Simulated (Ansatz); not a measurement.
Consider TiSi$_{2}$ (slab).

```
CELL_PARAMETERS angstrom
4.75974 0.00000 0.00000
1.20043 4.73331 0.00000
0.00000 0.00000 25.22742
ATOMIC_POSITIONS crystal
Si 0.75268 0.40591 0.29633
Si 0.52646 0.88738 0.31061
Si 0.14884 0.44109 0.35093
Ti 0.00302 0.97590 0.35657
Ti 0.60151 0.56421 0.39706
Si 0.47143 0.09341 0.40620
Si 0.06359 0.69523 0.44438
Si 0.95049 0.21996 0.45535
Si 0.55558 0.81662 0.49282
Ti 0.41305 0.35212 0.50469
Ti 0.01669 0.94625 0.54248
Si 0.87336 0.47944 0.55592
Si 0.47636 0.07589 0.59202
Si 0.36097 0.60465 0.60214
Si 0.95818 0.20506 0.64637
Ti 0.82366 0.73379 0.65224
Ti 0.43084 0.32088 0.68708
Si 0.29983 0.84363 0.69621
```

Computed without spin polarisation.

Computed with DFT r2SCAN, scalar-relativistic, plane waves, PAW in Ansatz 0.2.0.

**What can the converged valence pseudo-density and electron localisation function tell about the bonding?**

Ti–Si (2.55 Å): ρ at the midpoint is about 0.33 e/Å³; the ELF peaks at about 0.75 in the valence shell of Si, 0.9 Å from its nucleus, and is about 0.40 at the midpoint.

**Does the calculation make it a metal, or give it a gap?**

It is gapless in this calculation (a metal or semimetal).

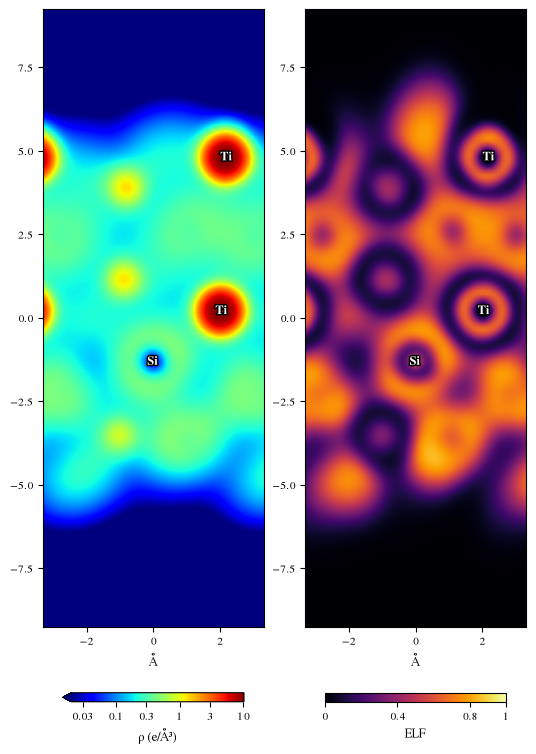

Computed valence pseudo-density and electron localisation function on the (110) plane of the calculation cell, a cut from vacuum to vacuum, in this order. Atoms just off the plane (Si, 0.6 Å away and Ti, 0.8 Å away) can leave unmarked features too.

In a PAW calculation such maps are meaningful between the atoms, not at the nuclei.
